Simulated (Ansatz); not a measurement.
## Geometry relaxation of C7O (part 2 of 3)

The same run, continued: C7O (slab, 8 atoms in the cell); DFT PBE+D3(BJ), scalar-relativistic, plane waves, PAW, no spin polarisation (Ansatz 0.2.0); cutoff 420 eV, 12×12×1 k-mesh, Gaussian smearing of 0.05 eV. The structure derives from an entry of the Crystallography Open Database. The input holds or restrains some coordinates. Forces given for the steps count only the free coordinates. It belongs to a series of runs on one base structure; here: CO put at a hollow C-C site.

Geometry of the input (Å; fractional positions):
```
2.4656  0.0000  0.0000
-1.2328  2.1342  0.0000
0.0000  0.0000  26.9343
C  0.6667  0.3334  0.3156
C  0.3333  0.6666  0.3156
C  0.1667  0.3334  0.4415
C  0.8333  0.6666  0.4415
C  0.6667  0.3334  0.5675
C  0.3333  0.6666  0.5675
C  1.0000  1.0000  0.5927
O  1.0000  1.0000  0.6354
```

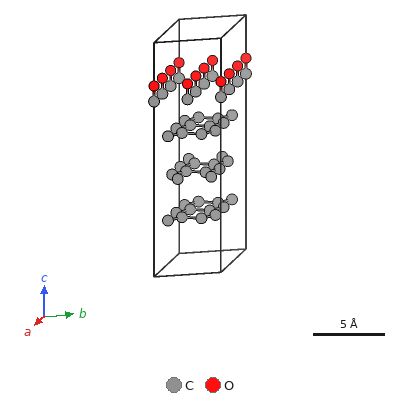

Figure 1. The geometry at step 10 of the log (ball-and-stick view of the 3 × 2 repeat of the cell, with the vacuum cut short, seen slightly off an axis).

## Log, continued
```
SCF iter   1: F=—  HF=-2312.317958 eV  |F-HF|=—  |Δ(HF+E_count)|=         —  Δρ=2.23e-2  dr2=8.70e-1  ethr=2.53e-3  p=-0.102 e·Å  D=-1.31e-1 V/Å  ΔV_dip=3.52 eV  dr2_dipole=8.88e-2  V_vac-E_F(+/−)=7.39/3.87 eV  ⟨swp⟩=1.0  Hψ=6270  notcnv=0  defer=47
efield: sawtooth ramp at fractional position 0.9555 (handed on by an earlier solve), width 0.0400; the density the first Hamiltonian is built on has a dipole p = -0.102 e·Å; the dipole correction subtracts the counter field D = -1.31e-1 V/Å, which shifts the + side's vacuum level by +3.52 eV against the − side's; the planar-averaged density in the ramp window peaks in size at 2.8e-6 e/Å³
preconditioner: auto → LDOS  [insulator: Δε(μ)=0.093 eV  Ē_g=16.020 eV  σ=0.050 eV  W_gap=0.81  n_scr=18 (ndim 8)  ℏωp=18.2 eV  f_vac=0.564  D(μ)=0.83/eV (n_scr^D=8)  ε∞_Penn≈2.3  β→1.0]
SCF iter   2: F=—  HF=-2313.967076 eV  |F-HF|=—  |Δ(HF+E_count)|=    1.65e0  Δρ=4.83e-2  dr2=9.07e1  ethr=2.53e-3  p=0.040 e·Å  D=5.16e-2 V/Å  ΔV_dip=-1.39 eV  dr2_dipole=4.03e1  V_vac-E_F(+/−)=6.74/8.13 eV  ⟨swp⟩=5.7  Hψ=3297  notcnv=0  defer=94  recentre
SCF iter   3: F=—  HF=-2312.262817 eV  |F-HF|=—  |Δ(HF+E_count)|=    1.70e0  Δρ=1.76e-2  dr2=6.20e-1  ethr=2.53e-3  p=-0.132 e·Å  D=-1.68e-1 V/Å  ΔV_dip=4.53 eV  dr2_dipole=1.39e-1  V_vac-E_F(+/−)=7.49/2.96 eV  ⟨swp⟩=3.4  Hψ=2337  notcnv=0  defer=128
SCF iter   4: F=—  HF=-2312.218831 eV  |F-HF|=—  |Δ(HF+E_count)|=   4.40e-2  Δρ=1.37e-2  dr2=1.39e0  ethr=1.82e-3  p=-0.139 e·Å  D=-1.77e-1 V/Å  ΔV_dip=4.78 eV  dr2_dipole=6.05e-1  V_vac-E_F(+/−)=7.68/2.90 eV  ⟨swp⟩=2.1  Hψ=1512  notcnv=0  defer=106  recentre
SCF iter   5: F=—  HF=-2312.208403 eV  |F-HF|=—  |Δ(HF+E_count)|=   1.04e-2  Δρ=1.33e-2  dr2=3.74e-1  ethr=1.82e-3  p=-0.129 e·Å  D=-1.65e-1 V/Å  ΔV_dip=4.44 eV  dr2_dipole=1.00e-1  V_vac-E_F(+/−)=7.53/3.10 eV  ⟨swp⟩=1.1  Hψ=1292  notcnv=0  defer=103
SCF iter   6: F=—  HF=-2312.149692 eV  |F-HF|=—  |Δ(HF+E_count)|=   5.87e-2  Δρ=4.19e-3  dr2=2.81e-1  ethr=1.10e-3  p=-0.077 e·Å  D=-9.79e-2 V/Å  ΔV_dip=2.64 eV  dr2_dipole=1.20e-1  V_vac-E_F(+/−)=7.49/4.85 eV  ⟨swp⟩=3.4  Hψ=2108  notcnv=0  defer=105
SCF iter   7: F=—  HF=-2312.560020 eV  |F-HF|=—  |Δ(HF+E_count)|=   4.10e-1  Δρ=1.65e-2  dr2=1.02e1  ethr=8.27e-4  p=-0.007 e·Å  D=-8.39e-3 V/Å  ΔV_dip=0.23 eV  dr2_dipole=4.81e0  V_vac-E_F(+/−)=7.07/6.84 eV  ⟨swp⟩=3.1  Hψ=1702  notcnv=0  defer=119  recentre
SCF iter   8: F=—  HF=-2312.144804 eV  |F-HF|=—  |Δ(HF+E_count)|=   4.15e-1  Δρ=2.56e-3  dr2=7.60e-2  ethr=8.27e-4  p=-0.077 e·Å  D=-9.84e-2 V/Å  ΔV_dip=2.65 eV  dr2_dipole=3.84e-2  V_vac-E_F(+/−)=7.53/4.88 eV  ⟨swp⟩=2.5  Hψ=1613  notcnv=1  defer=108
SCF iter   9: F=—  HF=-2312.145111 eV  |F-HF|=—  |Δ(HF+E_count)|=   3.06e-4  Δρ=2.14e-3  dr2=1.28e-1  ethr=2.24e-4  p=-0.078 e·Å  D=-9.95e-2 V/Å  ΔV_dip=2.68 eV  dr2_dipole=6.18e-2  V_vac-E_F(+/−)=7.53/4.84 eV  ⟨swp⟩=1.6  Hψ=1502  notcnv=0  defer=121
SCF iter  10: F=—  HF=-2312.139024 eV  |F-HF|=—  |Δ(HF+E_count)|=   6.09e-3  Δρ=1.44e-3  dr2=3.80e-2  ethr=2.24e-4  p=-0.084 e·Å  D=-1.08e-1 V/Å  ΔV_dip=2.90 eV  dr2_dipole=1.70e-2  V_vac-E_F(+/−)=7.57/4.67 eV  ⟨swp⟩=1.7  Hψ=1048  notcnv=0  defer=121
SCF iter  11: F=—  HF=-2312.134797 eV  |F-HF|=—  |Δ(HF+E_count)|=   4.23e-3  Δρ=9.40e-4  dr2=2.29e-2  ethr=1.12e-4  p=-0.089 e·Å  D=-1.14e-1 V/Å  ΔV_dip=3.08 eV  dr2_dipole=1.11e-2  V_vac-E_F(+/−)=7.58/4.51 eV  ⟨swp⟩=1.6  Hψ=1587  notcnv=0  defer=119
SCF iter  12: F=—  HF=-2312.132081 eV  |F-HF|=—  |Δ(HF+E_count)|=   2.72e-3  Δρ=5.53e-4  dr2=7.39e-3  ethr=6.74e-5  p=-0.097 e·Å  D=-1.24e-1 V/Å  ΔV_dip=3.33 eV  dr2_dipole=2.29e-3  V_vac-E_F(+/−)=7.61/4.28 eV  ⟨swp⟩=2.0  Hψ=1104  notcnv=0  defer=119
SCF iter  13: F=—  HF=-2312.131420 eV  |F-HF|=—  |Δ(HF+E_count)|=   6.61e-4  Δρ=3.12e-4  dr2=1.72e-3  ethr=2.17e-5  p=-0.098 e·Å  D=-1.25e-1 V/Å  ΔV_dip=3.37 eV  dr2_dipole=3.93e-4  V_vac-E_F(+/−)=7.61/4.23 eV  ⟨swp⟩=1.6  Hψ=1431  notcnv=0  defer=119
SCF iter  14: F=—  HF=-2312.131502 eV  |F-HF|=—  |Δ(HF+E_count)|=   8.18e-5  Δρ=4.63e-4  dr2=6.53e-3  ethr=5.07e-6  p=-0.100 e·Å  D=-1.28e-1 V/Å  ΔV_dip=3.45 eV  dr2_dipole=2.74e-3  V_vac-E_F(+/−)=7.64/4.18 eV  ⟨swp⟩=1.8  Hψ=1166  notcnv=0  defer=119  recentre
SCF iter  15: F=—  HF=-2312.131452 eV  |F-HF|=—  |Δ(HF+E_count)|=   4.94e-5  Δρ=3.84e-4  dr2=5.01e-3  ethr=5.07e-6  p=-0.097 e·Å  D=-1.24e-1 V/Å  ΔV_dip=3.34 eV  dr2_dipole=2.23e-3  V_vac-E_F(+/−)=7.62/4.28 eV  ⟨swp⟩=1.9  Hψ=1088  notcnv=0  defer=117
SCF iter  16: F=—  HF=-2312.131260 eV  |F-HF|=—  |Δ(HF+E_count)|=   1.92e-4  Δρ=1.40e-4  dr2=6.64e-4  ethr=5.07e-6  p=-0.098 e·Å  D=-1.26e-1 V/Å  ΔV_dip=3.38 eV  dr2_dipole=2.75e-4  V_vac-E_F(+/−)=7.63/4.24 eV  ⟨swp⟩=1.1  Hψ=978  notcnv=0  defer=117
SCF iter  17: F=-2312.131225 eV  HF=-2312.131237 eV  |F-HF|=1.13e-5  |Δ(HF+E_count)|=   2.32e-5  Δρ=2.26e-5  dr2=8.94e-6  ethr=2.94e-7  p=-0.099 e·Å  D=-1.26e-1 V/Å  ΔV_dip=3.39 eV  dr2_dipole=2.97e-6  V_vac-E_F(+/−)=7.63/4.23 eV  ⟨swp⟩=26.0  Hψ=12519  notcnv=0
SCF 2 converged in 17 iterations: F = -2312.131225 eV  dr2 = 8.94e-6
  greatest PAW one-centre occupation: 0.890 electrons in one spin orbital (limit 2), on the O atom at site 7 (counted from 0), in its partial waves of l = 0
relax step   2: F+E_penalty+E_count = -2312.13122541 eV  Δ(F+E_penalty+E_count) = -1.965e0 eV  max|allowed force component| = 1.090e1 eV/Å  Δτ_max = 0.1291 Å  (17 SCF iters, dr2 threshold 1.00e-4 eV, accepted)
[... from here on the SCF iterations and repeated set-up lines of each step are left out, up to the last step ...]
SCF 3 converged in 11 iterations: F = -2315.691025 eV  dr2 = 1.66e-5
relax step   3: F+E_penalty+E_count = -2315.69102458 eV  Δ(F+E_penalty+E_count) = -3.560e0 eV  max|allowed force component| = 1.268e1 eV/Å  Δτ_max = 0.1961 Å  (11 SCF iters, dr2 threshold 1.00e-4 eV, accepted)
SCF 4 converged in 10 iterations: F = -2317.669471 eV  dr2 = 7.30e-6
relax step   4: F+E_penalty+E_count = -2317.66947072 eV  Δ(F+E_penalty+E_count) = -1.978e0 eV  max|allowed force component| = 1.290e1 eV/Å  Δτ_max = 0.1951 Å  (10 SCF iters, dr2 threshold 1.00e-4 eV, accepted)
SCF 5 converged in 10 iterations: F = -2319.607826 eV  dr2 = 2.68e-5
relax step   5: F+E_penalty+E_count = -2319.60782639 eV  Δ(F+E_penalty+E_count) = -1.938e0 eV  max|allowed force component| = 1.146e1 eV/Å  Δτ_max = 0.1944 Å  (10 SCF iters, dr2 threshold 1.00e-4 eV, accepted)
SCF 6 converged in 8 iterations: F = -2320.910617 eV  dr2 = 1.07e-5
relax step   6: F+E_penalty+E_count = -2320.91061713 eV  Δ(F+E_penalty+E_count) = -1.303e0 eV  max|allowed force component| = 3.505e0 eV/Å  Δτ_max = 0.1946 Å  (8 SCF iters, dr2 threshold 1.00e-4 eV, accepted)
SCF 7 converged in 7 iterations: F = -2321.445675 eV  dr2 = 1.83e-5
relax step   7: F+E_penalty+E_count = -2321.44567474 eV  Δ(F+E_penalty+E_count) = -5.351e-1 eV  max|allowed force component| = 1.301e0 eV/Å  Δτ_max = 0.1942 Å  (7 SCF iters, dr2 threshold 1.00e-4 eV, accepted)
SCF 8 converged in 7 iterations: F = -2321.692330 eV  dr2 = 7.62e-5
relax step   8: F+E_penalty+E_count = -2321.69232990 eV  Δ(F+E_penalty+E_count) = -2.467e-1 eV  max|allowed force component| = 1.845e0 eV/Å  Δτ_max = 0.1977 Å  (7 SCF iters, dr2 threshold 1.00e-4 eV, accepted)
SCF 9 converged in 6 iterations: F = -2321.807829 eV  dr2 = 7.10e-5
relax step   9: F+E_penalty+E_count = -2321.80782882 eV  Δ(F+E_penalty+E_count) = -1.155e-1 eV  max|allowed force component| = 2.586e-1 eV/Å  Δτ_max = 0.1944 Å  (6 SCF iters, dr2 threshold 1.00e-4 eV, accepted)
SCF 10 converged in 10 iterations: F = -2321.862630 eV  dr2 = 5.36e-9
relax step  10: F+E_penalty+E_count = -2321.86263030 eV  Δ(F+E_penalty+E_count) = -5.480e-2 eV  max|allowed force component| = 2.208e-1 eV/Å  Δτ_max = 0.2000 Å  (10 SCF iters, dr2 threshold 4.18e-6 eV, accepted)
SCF 11 converged in 13 iterations: F = -2321.898997 eV  dr2 = 1.14e-9
relax step  11: F+E_penalty+E_count = -2321.89899699 eV  Δ(F+E_penalty+E_count) = -3.637e-2 eV  max|allowed force component| = 1.943e-1 eV/Å  Δτ_max = 0.1903 Å  (13 SCF iters, dr2 threshold 3.05e-6 eV, accepted)
SCF 12 converged in 8 iterations: F = -2321.924874 eV  dr2 = 3.19e-6
relax step  12: F+E_penalty+E_count = -2321.92487371 eV  Δ(F+E_penalty+E_count) = -2.588e-2 eV  max|allowed force component| = 2.688e-1 eV/Å  Δτ_max = 0.1922 Å  (8 SCF iters, dr2 threshold 2.75e-5 eV, accepted)
SCF 13 converged in 8 iterations: F = -2321.943299 eV  dr2 = 1.36e-5
relax step  13: F+E_penalty+E_count = -2321.94329925 eV  Δ(F+E_penalty+E_count) = -1.843e-2 eV  max|allowed force component| = 2.338e-1 eV/Å  Δτ_max = 0.1947 Å  (8 SCF iters, dr2 threshold 5.60e-5 eV, accepted)
SCF 14 converged in 8 iterations: F = -2321.954247 eV  dr2 = 2.52e-5
relax step  14: F+E_penalty+E_count = -2321.95424660 eV  Δ(F+E_penalty+E_count) = -1.095e-2 eV  max|allowed force component| = 1.876e-1 eV/Å  Δτ_max = 0.1948 Å  (8 SCF iters, dr2 threshold 4.13e-5 eV, accepted)
SCF 15 converged in 7 iterations: F = -2321.959199 eV  dr2 = 8.63e-6
relax step  15: F+E_penalty+E_count = -2321.95919863 eV  Δ(F+E_penalty+E_count) = -4.952e-3 eV  max|allowed force component| = 2.313e-2 eV/Å  Δτ_max = 0.1948 Å  (7 SCF iters, dr2 threshold 2.27e-5 eV, accepted)
SCF 16 converged in 6 iterations: F = -2321.959204 eV  dr2 = 7.87e-9
relax step  16: F+E_penalty+E_count = -2321.95920383 eV  Δ(F+E_penalty+E_count) = -5.205e-6 eV  max|allowed force component| = 2.310e-2 eV/Å  Δτ_max = 0.0000 Å  (6 SCF iters, accepted)
SCF 17 converged in 11 iterations: F = -2321.959283 eV  dr2 = 4.44e-11
relax step  17: F+E_penalty+E_count = -2321.95928346 eV  Δ(F+E_penalty+E_count) = -7.963e-5 eV  max|allowed force component| = 1.218e-1 eV/Å  Δτ_max = 0.1110 Å  (11 SCF iters, accepted)
SCF 18 converged in 6 iterations: F = -2321.959758 eV  dr2 = 5.09e-6
relax step  18: F+E_penalty+E_count = -2321.95975761 eV  Δ(F+E_penalty+E_count) = -4.741e-4 eV  max|allowed force component| = 5.990e-2 eV/Å  Δτ_max = 0.0407 Å  (6 SCF iters, dr2 threshold 1.48e-5 eV, accepted)
SCF iter   1: F=—  HF=-2321.961864 eV  |F-HF|=—  |Δ(HF+E_count)|=         —  Δρ=3.57e-3  dr2=8.21e-3  ethr=3.11e-4  p=-0.044 e·Å  D=-5.56e-2 V/Å  ΔV_dip=1.50 eV  dr2_dipole=9.72e-6  V_vac-E_F(+/−)=5.80/4.30 eV  ⟨swp⟩=2.5  Hψ=2779  notcnv=0  defer=119
efield: sawtooth ramp at fractional position 0.9555 (handed on by an earlier solve), width 0.0400; the density the first Hamiltonian is built on has a dipole p = -0.044 e·Å; the dipole correction subtracts the counter field D = -5.56e-2 V/Å, which shifts the + side's vacuum level by +1.50 eV against the − side's; the planar-averaged density in the ramp window peaks in size at 4.6e-6 e/Å³
preconditioner: auto → LDOS  [insulator: Δε(μ)=0.143 eV  Ē_g=14.897 eV  σ=0.050 eV  W_gap=0.65  n_scr=18 (ndim 8)  ℏωp=18.2 eV  f_vac=0.474  D(μ)=0.46/eV (n_scr^D=6)  ε∞_Penn≈2.5  β→1.0]
SCF iter   2: F=—  HF=-2321.962919 eV  |F-HF|=—  |Δ(HF+E_count)|=   1.06e-3  Δρ=1.67e-3  dr2=1.41e-2  ethr=2.42e-5  p=-0.045 e·Å  D=-5.69e-2 V/Å  ΔV_dip=1.53 eV  dr2_dipole=6.78e-4  V_vac-E_F(+/−)=5.79/4.26 eV  ⟨swp⟩=2.3  Hψ=2355  notcnv=0  defer=119
SCF iter   3: F=—  HF=-2321.960916 eV  |F-HF|=—  |Δ(HF+E_count)|=   2.00e-3  Δρ=6.26e-4  dr2=7.12e-3  ethr=2.42e-5  p=-0.042 e·Å  D=-5.33e-2 V/Å  ΔV_dip=1.44 eV  dr2_dipole=1.31e-3  V_vac-E_F(+/−)=5.80/4.36 eV  ⟨swp⟩=2.3  Hψ=1719  notcnv=0  defer=119
SCF iter   4: F=—  HF=-2321.960049 eV  |F-HF|=—  |Δ(HF+E_count)|=   8.66e-4  Δρ=2.37e-4  dr2=3.54e-4  ethr=2.10e-5  p=-0.044 e·Å  D=-5.65e-2 V/Å  ΔV_dip=1.52 eV  dr2_dipole=4.96e-6  V_vac-E_F(+/−)=5.80/4.28 eV  ⟨swp⟩=1.6  Hψ=1031  notcnv=0  defer=119
SCF iter   5: F=—  HF=-2321.959957 eV  |F-HF|=—  |Δ(HF+E_count)|=   9.20e-5  Δρ=6.16e-5  dr2=1.05e-5  ethr=1.04e-6  p=-0.044 e·Å  D=-5.57e-2 V/Å  ΔV_dip=1.50 eV  dr2_dipole=7.16e-11  V_vac-E_F(+/−)=5.80/4.30 eV  ⟨swp⟩=2.0  Hψ=1349  notcnv=0  defer=119
SCF iter   6: F=—  HF=-2321.959968 eV  |F-HF|=—  |Δ(HF+E_count)|=   1.11e-5  Δρ=1.83e-5  dr2=1.46e-6  ethr=3.07e-8  p=-0.044 e·Å  D=-5.59e-2 V/Å  ΔV_dip=1.51 eV  dr2_dipole=6.66e-7  V_vac-E_F(+/−)=5.81/4.30 eV  ⟨swp⟩=2.0  Hψ=1493  notcnv=0  defer=119
SCF iter   7: F=—  HF=-2321.959969 eV  |F-HF|=—  |Δ(HF+E_count)|=   3.69e-7  Δρ=5.73e-6  dr2=1.93e-7  ethr=4.28e-9  p=-0.044 e·Å  D=-5.59e-2 V/Å  ΔV_dip=1.51 eV  dr2_dipole=6.61e-8  V_vac-E_F(+/−)=5.81/4.30 eV  ⟨swp⟩=2.3  Hψ=1476  notcnv=0  defer=119
iter 8 did not close the SCF: its close was put off until two iterations running show no level that it waits for move by more than its bar (scf_convergence_deferred on its scf_iter line)
SCF iter   8: F=-2321.959969 eV  HF=-2321.959969 eV  |F-HF|=1.63e-8  |Δ(HF+E_count)|=   6.52e-8  Δρ=1.67e-6  dr2=4.85e-9  ethr=2.94e-10  p=-0.044 e·Å  D=-5.59e-2 V/Å  ΔV_dip=1.50 eV  dr2_dipole=2.96e-10  V_vac-E_F(+/−)=5.81/4.30 eV  ⟨swp⟩=16.8  Hψ=8453  notcnv=0
iter 9 did not close the SCF: its close was put off until two iterations running show no level that it waits for move by more than its bar (scf_convergence_deferred on its scf_iter line)
SCF iter   9: F=-2321.959969 eV  HF=-2321.959969 eV  |F-HF|=1.72e-9  |Δ(HF+E_count)|=   1.66e-8  Δρ=6.38e-7  dr2=6.78e-10  ethr=1.43e-11  p=-0.044 e·Å  D=-5.59e-2 V/Å  ΔV_dip=1.50 eV  dr2_dipole=1.95e-11  V_vac-E_F(+/−)=5.81/4.30 eV  ⟨swp⟩=8.2  Hψ=6519  notcnv=0
SCF iter  10: F=-2321.959969 eV  HF=-2321.959969 eV  |F-HF|=2.48e-10  |Δ(HF+E_count)|=   1.81e-9  Δρ=2.02e-7  dr2=5.94e-11  ethr=1.99e-12  p=-0.044 e·Å  D=-5.59e-2 V/Å  ΔV_dip=1.50 eV  dr2_dipole=3.00e-12  V_vac-E_F(+/−)=5.81/4.30 eV  ⟨swp⟩=6.3  Hψ=5963  notcnv=0
SCF 19 converged in 10 iterations: F = -2321.959969 eV  dr2 = 5.94e-11
```
